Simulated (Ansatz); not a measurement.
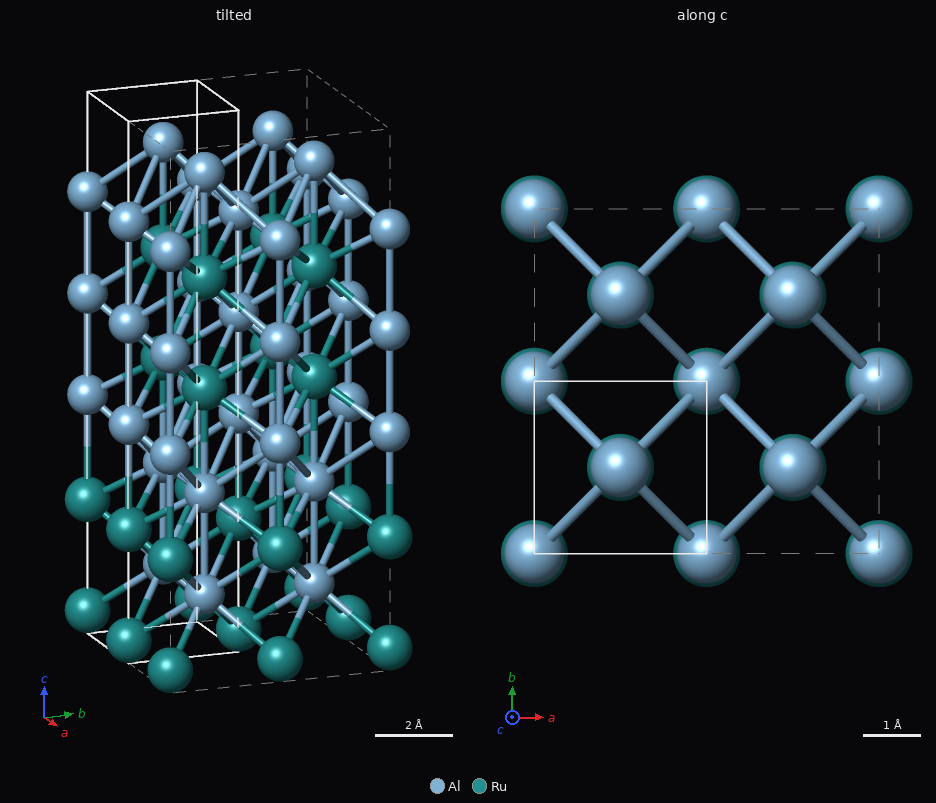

A ball-and-stick rendering, viewed slightly off an axis and along the c axis. The picture spans 2×2×1 cells, one conventional unit cell being drawn with solid lines.

Al3Ru2, space group P4mm (No. 99), a = 3.08 Å, b = 3.08 Å, c = 14.77 Å, α = 90.00°, β = 90.00°, γ = 90.00°.

Method used: DFT r2SCAN, scalar-relativistic, plane waves, PAW (Ansatz 0.2.0). It ran with 500 eV cutoff, k-points about 0.14 Å⁻¹ apart, Gaussian smearing of 0.15 eV, no spin polarisation.

Question: Classify it as metallic or gapped, with the value.

Answer: A metal: bands cross the Fermi level.

Question: Give the pressure and its sign.

Answer: The computed pressure is -4.9 GPa (stretched: it would shrink). The stress isn't hydrostatic: its largest component is 7.8 GPa.

The cell started as a structure listed in the Materials Project. The cell was then strained or its atoms displaced on purpose. It was run through Ansatz as a DFT input.

At this level of theory the run's own cell isn't at rest (stretched, at -5 GPa and forces up to 2.6 eV/Å), so its distances can differ from those at equilibrium, the more so the softer the solid.
